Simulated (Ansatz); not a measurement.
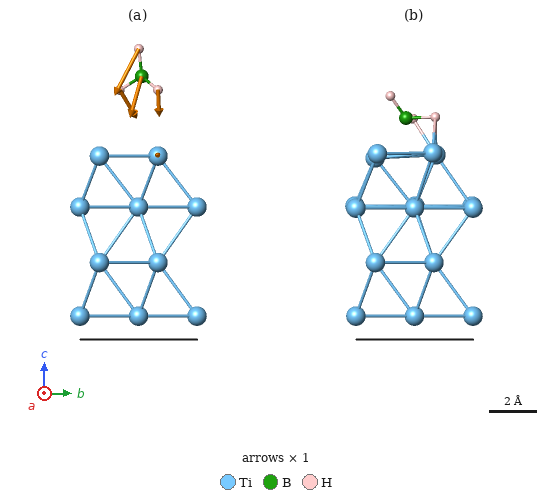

The structure of a slab of composition Ti16BH3 (cut from the P6_3/mmc phase) before (left) and after (right) a constrained relaxation, at one scale. The orange arrows give the displacements, at their true length.

The picture is a ball-and-stick view of the cell of the calculation, outlined in the plane, without the vacuum (origin shifted), seen along the a axis.

Case: 1 BH3 a cell, upright, over a bridge Ti-Ti site. The slab is the (0 0 1) face of Ti with BH3 on it. 8 atoms are held fixed.

All numbers below come from DFT PBE+D3(BJ), scalar-relativistic, plane waves, PAW (Ansatz 0.2.0).

Input file:
```yaml
crystal:
  lattice:
    - [5.7729299511, 0.0, 0.0]
    - [-2.8864649755, 4.9995039919, 0.0]
    - [0.0, 0.0, 26.6190234734]
  atoms:
    - { symbol: Ti, position: [0.3333333333, 0.1666666667, 0.3005369452] }
    - { symbol: Ti, position: [0.3333333333, 0.6666666667, 0.3005369452] }
    - { symbol: Ti, position: [0.8333333333, 0.1666666667, 0.3005369452] }
    - { symbol: Ti, position: [0.8333333333, 0.6666666667, 0.3005369452] }
    - { symbol: Ti, position: [0.1666666667, 0.3333333333, 0.3864544906] }
    - { symbol: Ti, position: [0.1666666667, 0.8333333333, 0.3864544906] }
    - { symbol: Ti, position: [0.6666666667, 0.3333333333, 0.3864544906] }
    - { symbol: Ti, position: [0.6666666667, 0.8333333333, 0.3864544906] }
    - { symbol: Ti, position: [0.3333333333, 0.1666666667, 0.4755776611] }
    - { symbol: Ti, position: [0.3333333333, 0.6666666667, 0.4755776611] }
    - { symbol: Ti, position: [0.8333333333, 0.1666666667, 0.4755776611] }
    - { symbol: Ti, position: [0.8333333333, 0.6666666667, 0.4755776611] }
    - { symbol: Ti, position: [0.1666666667, 0.3333333333, 0.5572808716] }
    - { symbol: Ti, position: [0.1666666667, 0.8333333333, 0.5572808716] }
    - { symbol: Ti, position: [0.6666666667, 0.3333333333, 0.5572808716] }
    - { symbol: Ti, position: [0.6666666667, 0.8333333333, 0.5572808716] }
    - { symbol: B, position: [0.2139523929, 0.6949402292, 0.685234476] }
    - { symbol: H, position: [0.2303930944, 0.6703197564, 0.7292593818] }
    - { symbol: H, position: [0.044099728, 0.507298773, 0.6632201448] }
    - { symbol: H, position: [0.4166666667, 0.8333333333, 0.6632201448] }
basis:
  ecutwfc: 420
kpoints:
  mp_grid: { grid: [4, 4, 1] }
hamiltonian:
  xc: pbe
  dispersion: d3bj
scf:
  occupations: { method: gaussian, width: 0.1 }
output:
  forces: true
  eigenvalues: true
  write_density: true
  write_potential: true
  elf: true
  volumetric_format: npy
relax:
  adjacent_minimum: "off"
  f_tol: 0.04
  max_steps: 100
  constraints: [{ sites: [0, 1, 2, 3, 4, 5, 6, 7] }]
efield:
  axis: 3
  dipole_correction: true
  ramp_width: 0.04
```

Run as
```bash
ansatz run input.yaml --threads 4 --pin off --max-ram 10240MiB --backend cpu --events-out ev --progress --plain --runs-dir out
```

What changed between the two?

Answer. The atom that moves furthest is H18 (2.27 Å at 28° to the normal (−c side)). By element the largest moves are H 2.27 Å, B 1.85 Å, Ti 0.21 Å. The lattice vectors keep their values. Near-neighbour distances that change, for instance: Ti13–B17 3.932 → 2.330 Å, Ti14–B17 3.540 → 2.123 Å, Ti14–H19 3.266 → 1.945 Å, Ti14–H20 3.168 → 1.939 Å. New bonds form, among them: Ti14–H19 (3.27 → 1.94 Å), Ti14–H20 (3.17 → 1.94 Å), Ti15–H19 (3.39 → 2.24 Å), Ti16–H20 (3.17 → 2.28 Å). Bond angles that change, for instance: H19–B17–H20 117.0° → 96.5°, H18–B17–H19 117.1° → 114.0°. The energy falls by 3.108 eV per cell of the calculation in 22 accepted moves (24 points after the start). Largest force component: 1.3 eV/Å at the start, 0.017 eV/Å at the end. The line search rejected the trial steps at points 15, 21 of the run. Cost: 12 min on 4 threads of Arm Neoverse V2, with other jobs on the host, peak memory 2.2 GiB.

Limits of the set-up: the periodic images lie only 5.8 Å apart, so the values are limited by the cell's size.
